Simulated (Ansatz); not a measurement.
**Sn: density, localisation and related maps**

Input

```
crystal:
  lattice:
    - [-2.9401404553, 2.9401404553, 1.5993019889]
    - [2.9401404553, -2.9401404553, 1.5993019889]
    - [2.9401404553, 2.9401404553, -1.5993019889]
  atoms:
    - { symbol: Sn, position: [0.0, 0.0, 0.0] }
    - { symbol: Sn, position: [0.75, 0.25, 0.5] }
hamiltonian:
  xc: hf
  pseudopotentials: { kind: paw }
kpoints:
  mp_grid: { grid: [5, 5, 5] }
scf:
  occupations: { method: gaussian, width: 0.05 }
output:
  forces: true
  stress: true
  write_density: true
  write_potential: true
  elf: true
  volumetric_format: npy
relax:
  f_tol: 0.01
  max_steps: 40
  cell: { stress_tol: 0.05 }
```

Command:

```sh
ansatz run input.yaml --threads 2 --pin off --max-ram 5632MiB --backend cpu --events-out ev --progress --plain --runs-dir out
```

Below, planes, directions and counts refer to the conventional cell (a = 6.07 Å, b = 6.07 Å, c = 3.17 Å, α = 90.00°, β = 90.00°, γ = 90.00°).

The fields are those of the relaxed geometry.

Space group I4₁/amd; a structure from a database of computed crystals, not necessarily the ambient phase.

All numbers below come from Kohn-Sham DFT of a periodic cell, HF, Ansatz PAW in Ansatz 0.2.0.

The density is the valence pseudo-density of a PAW calculation; it isn't the true density close to the nuclei.

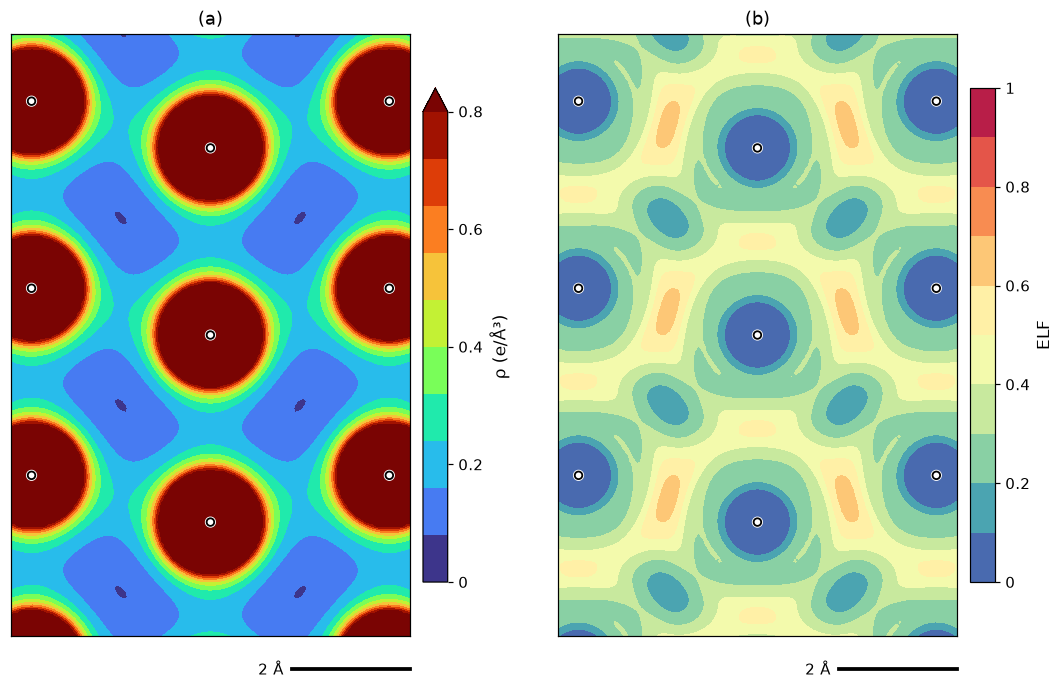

Figure 1. (a) valence pseudo-density; (b) electron localisation function on the (100) plane of the conventional cell. Circles mark the nuclei in the plane (Sn).

**What does the map show?**

- The section cuts through Sn sites.
- Sn–Sn (3.13 Å): ρ is about 0.23 e/Å³ halfway; the ELF peaks at about 0.65 between the atoms.
- Between the atoms the lowest density in this plane is 0.08 e/Å³.

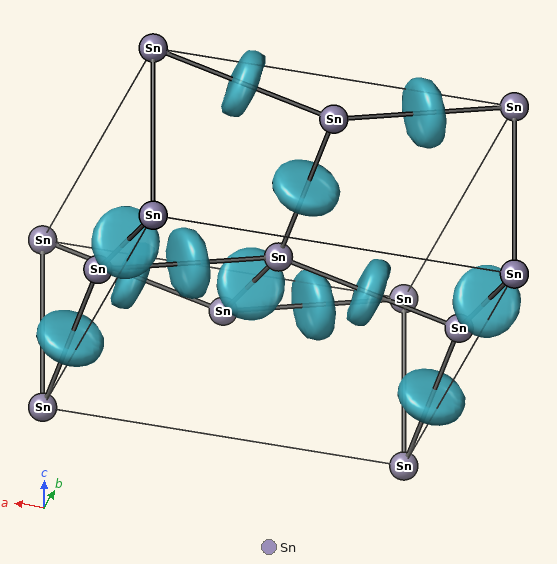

Figure 2. Isosurface of the ELF at 0.55 (cyan), seen at an oblique angle. Only the valence region is drawn (cores and ρ < 0.01 e/Å³ removed). Sticks mark near contacts.

**Describe the localisation domains.**

The ELF exceeds this value in eight regions between bonded Sn–Sn atoms, counted in one cell of 4 atoms. Regions shared between cells count once.

**Does the calculation make it a metal, or give it a gap?**

It is metallic or semimetallic at this level of theory: no gap opens.
